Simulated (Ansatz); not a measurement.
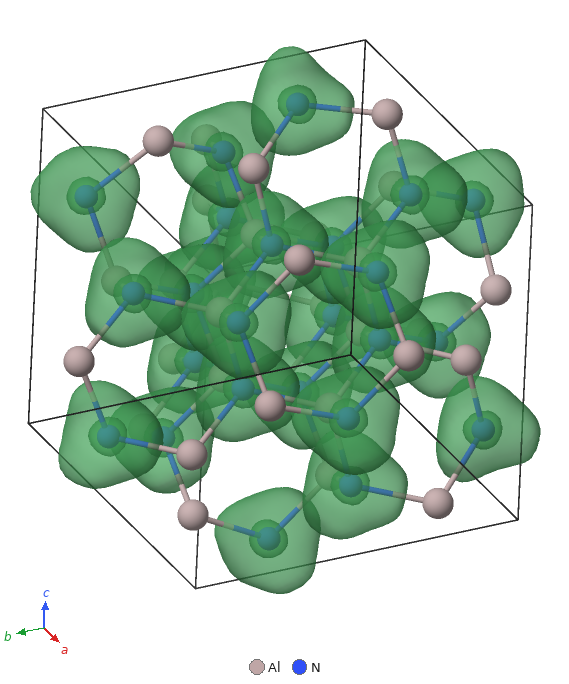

Figure 1: Al₂₅N₂₄ (cell charge +1, with a compensating background) (cell with a defect). Isosurface of the electron localisation function at 0.65 (green), seen at an oblique angle. Only the valence region is drawn (cores and ρ < 0.01 e/Å³ removed). Sticks mark near contacts.

Theory: DFT PBE, scalar-relativistic, plane waves, PAW (Ansatz).

Core electrons are frozen (PAW), and the valence fields are smoothed inside the atomic spheres.

### Where are the electrons localised?

The surface consists of 24 regions on N in which the atom's valence shell and bonds are merged and one pocket between the atoms, centred on no nucleus (multi-centre or interstitial), counted in one cell of 49 atoms. Any copies at cell faces, edges or corners count once. Profiles from the grid: Al–N (1.83 Å): the ELF peaks at about 0.90 in the valence shell of N, 0.8 Å from its nucleus, and is about 0.85 at the midpoint. Al–Al (2.38 Å): the ELF peaks at about 0.80 between the atoms.
